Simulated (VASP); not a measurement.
Run report: Sn, geometry relaxation (part 2 of 3)

Continued. System: Sn (I4₁/amd, 2 atoms in the cell). Method: Kohn-Sham DFT of a periodic cell, PBE, VASP PAW PBE potentials, recommended, no spin polarisation (VASP 6.6.1); cutoff 520 eV, 10×10×10 k-mesh, Gaussian smearing of 0.1 eV. The structure derives from an entry of the Crystallography Open Database.

Geometry of the input (Å; fractional positions):
```
-2.9196  2.9196  1.5938
2.9196  -2.9196  1.5938
2.9196  2.9196  -1.5938
Sn 0.0000  0.0000  0.0000
Sn 0.7500  0.2500  0.5000
```

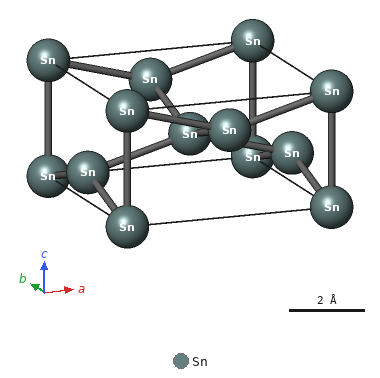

**Figure 1.** The input geometry (ball-and-stick view of the cell 2 times as large as that of the calculation, set on its symmetry axes, seen slightly off an axis).

## Parts of OUTCAR, continued
```
 Following reciprocal coordinates:
            Coordinates               Weight
  0.000000  0.000000  0.000000      1.000000
  0.100000  0.000000  0.000000      8.000000
  0.200000  0.000000  0.000000      8.000000
  0.300000 -0.000000  0.000000      8.000000
  0.400000  0.000000 -0.000000      8.000000
  0.500000  0.000000 -0.000000      4.000000
  0.100000  0.100000  0.000000      8.000000
  0.200000  0.100000  0.000000     16.000000
  0.300000  0.100000  0.000000     16.000000
  0.400000  0.100000 -0.000000     16.000000
  0.500000  0.100000 -0.000000     16.000000
 -0.400000  0.100000 -0.000000     16.000000
 -0.300000  0.100000 -0.000000     16.000000
 -0.200000  0.100000  0.000000     16.000000
 -0.100000  0.100000  0.000000      4.000000
  0.200000  0.200000  0.000000      8.000000
  0.300000  0.200000 -0.000000     16.000000
  0.400000  0.200000  0.000000     16.000000
  0.500000  0.200000  0.000000     16.000000
 -0.400000  0.200000  0.000000     16.000000
 -0.300000  0.200000 -0.000000     16.000000
 -0.200000  0.200000  0.000000      4.000000
  0.300000  0.300000  0.000000      8.000000
  0.400000  0.300000 -0.000000     16.000000
 [... further k-points ...]
   k-points           NKPTS =    102   k-points in BZ     NKDIM =    102   number of bands    NBANDS=     18
   number of dos      NEDOS =    301   number of ions     NIONS =      2
   total plane-waves  NPLWV =  46656
   dimension x,y,z NGX =    36 NGY =   36 NGZ =   36
   dimension x,y,z NGXF=    72 NGYF=   72 NGZF=   72
   ions per type =               2
   NGX,Y,Z   is equivalent  to a cutoff of  13.52, 13.52, 13.52 a.u.
   NGXF,Y,Z  is equivalent  to a cutoff of  27.04, 27.04, 27.04 a.u.
 SYSTEM =  unknown system
   PREC   = accura    normal or accurate (medium, high low for compatibility)
   ISTART =      0    job   : 0-new  1-cont  2-samecut
   ICHARG =      2    charge: 1-file 2-atom 10-const
   ISPIN  =      1    spin polarized calculation?
   LNONCOLLINEAR =      F non collinear calculations
   LSORBIT =      F    spin-orbit coupling
   LASPH  =      T    aspherical Exc in radial PAW
   ENCUT  =  520.0 eV  38.22 Ry    6.18 a.u.   8.23  8.23  8.23*2*pi/ulx,y,z
   NELM   =     80;   NELMIN=  2; NELMDL= -5     # of ELM steps
   EDIFF  = 0.1E-06   stopping-criterion for ELM
   LREAL  =      F    real-space projection
   EDIFFG = -.2E-02   stopping-criterion for IOM
   NSW    =     80    number of steps for IOM
   IBRION =      2    ionic relax: 0-MD 1-quasi-New 2-CG
   NFREE  =      1    steps in history (QN), initial steepest desc. (CG)
   ISIF   =      3    stress and relaxation
   ISYM   =      2    0-nonsym 1-usesym 2-fastsym
   POTIM  = 0.5000    time-step for ionic-motion
   TEBEG  =    0.0;   TEEND  =   0.0 temperature during run
   PSTRESS=    0.0 pullay stress
   NELECT =      28.0000    total number of electrons
   NUPDOWN=      -1.0000    fix difference up-down
   EMIN   =  10.00;   EMAX   =-10.00  energy-range for DOS
   EFERMI =   0.00;   METHOD = LEGACY
   ISMEAR =     0;   SIGMA  =   0.10  broadening in eV -4-tet -1-fermi 0-gaus
   EFERMI_NEDOS =   21; number of points for ismear=-14 and -15
   IALGO  =     38    algorithm
   IMIX   =      4    mixing-type and parameters
     AMIX     =   0.40;   BMIX     =  1.00
     AMIX_MAG =   1.60;   BMIX_MAG =  1.00
  volume/ion in A,a.u.               =      27.17       183.37
  Fermi-wavevector in a.u.,A,eV,Ry     =   1.312430  2.480134 23.435677  1.722474
  Thomas-Fermi vector in A             =   2.442823
   LORBIT       =      0    0 simple, 1 ext, 2 COOP (PROOUT), +10 PAW based schemes
   GGA     = PE    functional components
   LHFCALC =     F    Hartree Fock is set to
   AEXX    =    0.0000 exact exchange contribution
   IVDW    =     0    specifies the selected vdW correction
   LEPSILON=     F    determine dielectric tensor
   LRPA    =     F    only Hartree local field effects (RPA)
 conjugate gradient relaxation of ions
 non-spin polarized calculation
 Gauss-broadening in eV      SIGMA  =   0.10
  energy-cutoff  :      520.00
  volume of cell :       54.34
 maximum number of plane-waves:      1484
 NGX is ok and might be reduce to    36
   NGX = 17   NGY = 17   NGZ = 17

--------------------------------------- Ionic step        1  -------------------------------------------

 number of electron      27.9999999 magnetization

 Free energy of the ion-electron system (eV)
  ---------------------------------------------------
  ext. energy  EPLUGINS =         0.00000000
  ---------------------------------------------------
  free energy    TOTEN  =        -7.59443139 eV

  energy without entropy =       -7.58966338  energy(sigma->0) =       -7.59204739

------------------------ aborting loop because EDIFF is reached ----------------------------------------

  FORCE on cell =-STRESS in cart. coord.  units (eV):
  Direction    XX          YY          ZZ          XY          YZ          ZX
  --------------------------------------------------------------------------------------
  -------------------------------------------------------------------------------------
  Total        0.8865461      0.8865461      0.5730891      0.0000000      0.0000000      0.0000000
  in kB       26.1371520     26.1371520     16.8958140      0.0000000      0.0000000      0.0000000
  external PRESSURE =      23.0567060 kB  Pullay stress =       0.0000000 kB

 VOLUME and BASIS-vectors are now :
 -----------------------------------------------------------------------------
  energy-cutoff  :      520.00
  volume of cell :       54.34
      direct lattice vectors                 reciprocal lattice vectors
    -2.919644080  2.919644080  1.593800000     0.000000000  0.171253751  0.313715648
     2.919644080 -2.919644080  1.593800000     0.171253751  0.000000000  0.313715648
     2.919644080  2.919644080 -1.593800000     0.171253751  0.171253751  0.000000000

 POSITION                                       TOTAL-FORCE (eV/Angst)
 -----------------------------------------------------------------------------------
      0.00000      0.00000      0.00000         0.000000     -0.000000      0.000000
     -0.00000      2.91964      0.79690        -0.000000      0.000000     -0.000000
 -----------------------------------------------------------------------------------
    total drift:                               -0.000000      0.000000     -0.000000

  FREE ENERGIE OF THE ION-ELECTRON SYSTEM (eV)
  ---------------------------------------------------
  free  energy   TOTEN  =        -7.5944313919 eV

  energy  without entropy=       -7.5896633790  energy(sigma->0) =       -7.59204739

--------------------------------------- Ionic step        2  -------------------------------------------

 number of electron      27.9999996 magnetization

------------------------ aborting loop because EDIFF is reached ----------------------------------------

  FORCE on cell =-STRESS in cart. coord.  units (eV):
  Direction    XX          YY          ZZ          XY          YZ          ZX
  --------------------------------------------------------------------------------------
  -------------------------------------------------------------------------------------
  Total       -0.1187257     -0.1187257     -0.3560347      0.0000000      0.0000000      0.0000000
  in kB       -3.3094854     -3.3094854     -9.9244908      0.0000000      0.0000000      0.0000000
  external PRESSURE =      -5.5144872 kB  Pullay stress =       0.0000000 kB

 VOLUME and BASIS-vectors are now :
 -----------------------------------------------------------------------------
  energy-cutoff  :      520.00
  volume of cell :       57.48
      direct lattice vectors                 reciprocal lattice vectors
    -2.982079700  2.982079700  1.615832166     0.000000000  0.167668222  0.309438078
     2.982079700 -2.982079700  1.615832166     0.167668222  0.000000000  0.309438078
     2.982079700  2.982079700 -1.615832166     0.167668222  0.167668222  0.000000000

 POSITION                                       TOTAL-FORCE (eV/Angst)
 -----------------------------------------------------------------------------------
      0.00000      5.96416      0.00000         0.000000     -0.000000      0.000000
      0.00000      2.98208      0.80792        -0.000000      0.000000     -0.000000
 -----------------------------------------------------------------------------------
    total drift:                                0.000000      0.000000     -0.000000

  FREE ENERGIE OF THE ION-ELECTRON SYSTEM (eV)
  ---------------------------------------------------
  free  energy   TOTEN  =        -7.6116295548 eV

  energy  without entropy=       -7.6070023130  energy(sigma->0) =       -7.60931593

--------------------------------------- Ionic step        3  -------------------------------------------

 number of electron      27.9999991 magnetization

------------------------ aborting loop because EDIFF is reached ----------------------------------------

  FORCE on cell =-STRESS in cart. coord.  units (eV):
  Direction    XX          YY          ZZ          XY          YZ          ZX
  --------------------------------------------------------------------------------------
  -------------------------------------------------------------------------------------
  Total        0.0634656      0.0634656     -0.1920060      0.0000000      0.0000000      0.0000000
  in kB        1.7880059      1.7880059     -5.4093500      0.0000000      0.0000000      0.0000000
  external PRESSURE =      -0.6111127 kB  Pullay stress =       0.0000000 kB

 VOLUME and BASIS-vectors are now :
 -----------------------------------------------------------------------------
  energy-cutoff  :      520.00
  volume of cell :       56.87
      direct lattice vectors                 reciprocal lattice vectors
    -2.970150505  2.970150505  1.611622614     0.000000000  0.168341638  0.310246329
     2.970150505 -2.970150505  1.611622614     0.168341638  0.000000000  0.310246329
     2.970150505  2.970150505 -1.611622614     0.168341638  0.168341638  0.000000000

 POSITION                                       TOTAL-FORCE (eV/Angst)
 -----------------------------------------------------------------------------------
      0.00000     -0.00000      0.00000         0.000000     -0.000000      0.000000
     -0.00000      2.97015      0.80581        -0.000000      0.000000     -0.000000
 -----------------------------------------------------------------------------------
    total drift:                               -0.000000      0.000000     -0.000000

  FREE ENERGIE OF THE ION-ELECTRON SYSTEM (eV)
  ---------------------------------------------------
  free  energy   TOTEN  =        -7.6125803994 eV

  energy  without entropy=       -7.6079081809  energy(sigma->0) =       -7.61024429

--------------------------------------- Ionic step        4  -------------------------------------------

 number of electron      27.9999993 magnetization

------------------------ aborting loop because EDIFF is reached ----------------------------------------

  FORCE on cell =-STRESS in cart. coord.  units (eV):
  Direction    XX          YY          ZZ          XY          YZ          ZX
  --------------------------------------------------------------------------------------
  -------------------------------------------------------------------------------------
  Total        0.0412985      0.0412985     -0.1372190      0.0000000      0.0000000      0.0000000
  in kB        1.1638528      1.1638528     -3.8670322      0.0000000      0.0000000      0.0000000
  external PRESSURE =      -0.5131089 kB  Pullay stress =       0.0000000 kB

 VOLUME and BASIS-vectors are now :
 -----------------------------------------------------------------------------
  energy-cutoff  :      520.00
  volume of cell :       56.85
      direct lattice vectors                 reciprocal lattice vectors
    -2.975887573  2.975887573  1.604922100     0.000000000  0.168017100  0.311541601
     2.975887573 -2.975887573  1.604922100     0.168017100  0.000000000  0.311541601
     2.975887573  2.975887573 -1.604922100     0.168017100  0.168017100  0.000000000

 POSITION                                       TOTAL-FORCE (eV/Angst)
 -----------------------------------------------------------------------------------
     -2.97589      2.97589      1.60492         0.000000      0.000000      0.000000
      0.00000      2.97589      0.80246        -0.000000     -0.000000     -0.000000
 -----------------------------------------------------------------------------------
    total drift:                               -0.000000      0.000000      0.000000

  FREE ENERGIE OF THE ION-ELECTRON SYSTEM (eV)
  ---------------------------------------------------
  free  energy   TOTEN  =        -7.6134802947 eV

  energy  without entropy=       -7.6090921158  energy(sigma->0) =       -7.61128621

--------------------------------------- Ionic step        5  -------------------------------------------

 number of electron      27.9999996 magnetization

------------------------ aborting loop because EDIFF is reached ----------------------------------------
```
